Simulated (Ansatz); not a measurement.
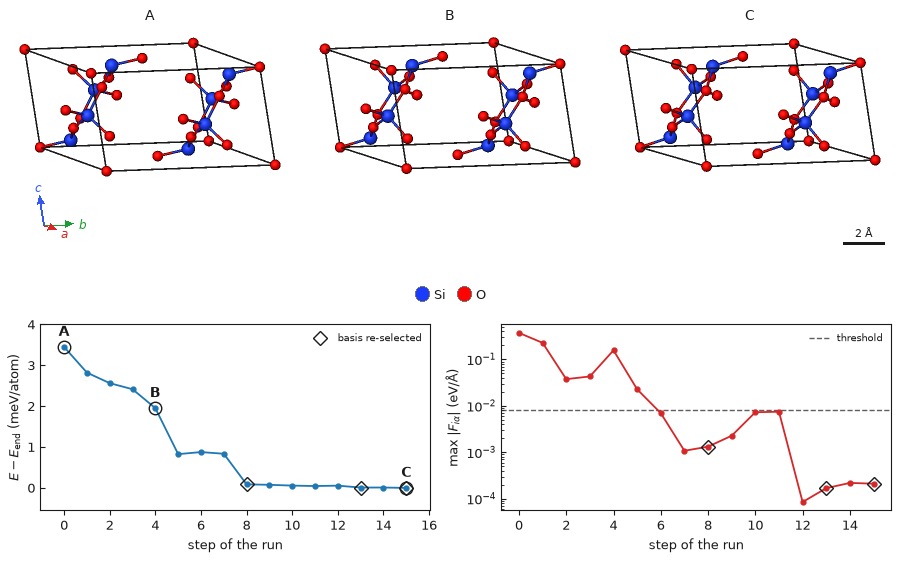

Frames of a relaxation of solid SiO2 (set up in C2/c), marked on the history of the run. Style: ball-and-stick. Shown: the conventional cell (2 times the calculation's cell), slightly off an axis. Lengths and directions refer to the drawn axes.

Case: biaxial strain in the a-b plane of -1.0 %; c and atoms relaxed.

All numbers below come from Ansatz, DFT LDA, scalar-relativistic, plane waves, PAW.

Input file:
```yaml
crystal:
  lattice:
    - [-2.588912804, 4.6904934118, 4.392325835]
    - [2.588912804, -4.6904934118, 4.392325835]
    - [2.6530542847, 4.7258962333, -4.392325835]
  atoms:
    - { symbol: Si, position: [0.9275554424, 0.844101521, 0.0834539215] }
    - { symbol: Si, position: [0.7393524005, 0.155898479, 0.5834539215] }
    - { symbol: Si, position: [0.0724445576, 0.155898479, 0.9165460785] }
    - { symbol: Si, position: [0.2606475995, 0.844101521, 0.4165460785] }
    - { symbol: O, position: [0.1278353228, 0.8778353228, 0.25] }
    - { symbol: O, position: [0.8721646772, 0.1221646772, 0.75] }
    - { symbol: O, position: [0.7902925021, 0.5, 0.7902925021] }
    - { symbol: O, position: [0.2097074979, 0.0, 0.7097074979] }
    - { symbol: O, position: [0.2097074979, 0.5, 0.2097074979] }
    - { symbol: O, position: [0.7902925021, 0.0, 0.2902925021] }
    - { symbol: O, position: [0.0, 0.0, 0.0] }
    - { symbol: O, position: [0.5, 0.0, 0.5] }
basis:
  ecutwfc: 420
kpoints:
  mp_grid: { grid: [6, 6, 6] }
hamiltonian:
  xc: lda
scf:
  occupations: { method: gaussian, width: 0.02 }
output:
  forces: true
  stress: true
  eigenvalues: true
  write_density: true
  write_potential: true
  elf: true
  volumetric_format: npy
relax:
  adjacent_minimum: "off"
  f_tol: 0.008
  max_steps: 40
  cell: { stress_tol: 0.015, fix: [a, b, gamma] }
```

Launched with:
```bash
ansatz run input.yaml --threads 2 --pin off --max-ram 5120MiB --backend cpu --events-out ev --progress --plain --runs-dir out
```

Q: What happens along the run?

A: After 12 accepted moves (15 points after the start) the energy has fallen by 3.5 meV per atom. Largest force component: 0.37 eV/Å at the start, 0.00021 eV/Å at the end. Pressure: 2.01 GPa at the start and −0.16 GPa at the end. The SCF was repeated 3 times at an unchanged geometry on a basis and grid sized afresh for the cell, which shifted the energy by 0.7 meV per atom at most. The largest moves relative to the cell, 0.32 Å, are those of O7, O8, O9 and O10. O8 goes roughly along [0 −1 2]. Largest moves by element: O 0.32 Å, Si 0.13 Å. Cell: a unchanged at 10.715 Å, b unchanged at 8.785 Å, c 5.242 → 5.177 Å (−1.2 %), β 118.5° → 116.3°. Volume +0.7 %. Near-neighbour distances that change, for instance: Si1–O11 1.579 → 1.594 Å, Si1–O10 1.597 → 1.605 Å. Among the angles between lasting bonds that change: Si1–O5–Si4 158.6° → 155.0°, Si1–O7–Si2 150.6° → 148.6°. The space group stays C2/c (No. 15). From step 0 to 4: O atoms move most (0.23 Å), volume +1.3 %, energy −1.5 meV per atom. From step 4 to 15: O atoms move most (0.10 Å), volume −0.6 %, energy −2.0 meV per atom.

```csv
step,"E − E(0), meV/atom","largest force component, eV/Å","pressure, GPa","volume, Å³/atom",note
0,0.00,0.3722,2.01,18.066,
1,-0.63,0.2272,1.60,18.110,
2,-0.89,0.0375,0.93,18.179,
3,-1.03,0.0429,0.92,18.185,
4,-1.50,0.1567,-0.66,18.302,
5,-2.62,0.0227,0.15,18.174,
6,-2.57,0.0070,-0.07,18.194,
7,-2.61,0.0011,-0.02,18.184,
8,-3.36,0.0013,0.04,18.184,"same geometry, new basis"
9,-3.37,0.0023,-0.12,18.199,
10,-3.39,0.0073,-0.18,18.194,
11,-3.40,0.0075,-0.12,18.192,
12,-3.39,0.0001,-0.15,18.194,
13,-3.44,0.0002,-0.14,18.194,"same geometry, new basis"
14,-3.44,0.0002,-0.16,18.195,
15,-3.45,0.0002,-0.16,18.195,"same geometry, new basis"
```
